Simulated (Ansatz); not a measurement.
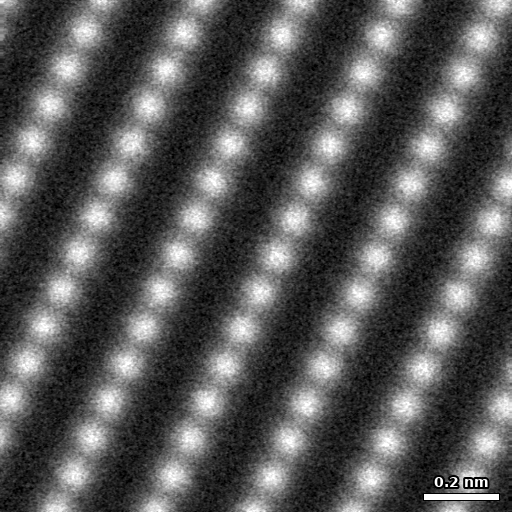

iDPC-like image of Tm (Fm-3m, No. 225). Simulated as the projected potential of neutral atoms (B = 0.3 Å²) blurred by a 0.54 Å probe, the thin-sample limit of integrated differential phase contrast. The display is stretched by a gamma of 0.8; percentages refer to the linear signal. Shot noise and a slight drift were added. Model: the input geometry of a calculation; the starting structure was generated, so it need not be a known form of this composition.

```xyz
4
Lattice="4.9411 0.0000 0.0000 0.0000 4.9411 0.0000 0.0000 0.0000 4.9411" Properties=species:S:1:pos:R:3 pbc="T T T"
Tm    0.0000    0.0000    0.0000
Tm    0.0000    2.4705    2.4705
Tm    2.4705    0.0000    2.4705
Tm    2.4705    2.4705    0.0000
```

Which beam direction gives this image, [221], [211], [210] or [111]? (Directions equivalent by symmetry count as one.)

[210]. The projected cells are 1.16 × 1.84 Å, 108° for [221]; 1.75 × 2.85 Å, 90° for [211]; 1.10 × 2.47 Å, 90° for [210]; 2.02 × 2.02 Å, 120° for [111], and the image repeats as the [210] one does.
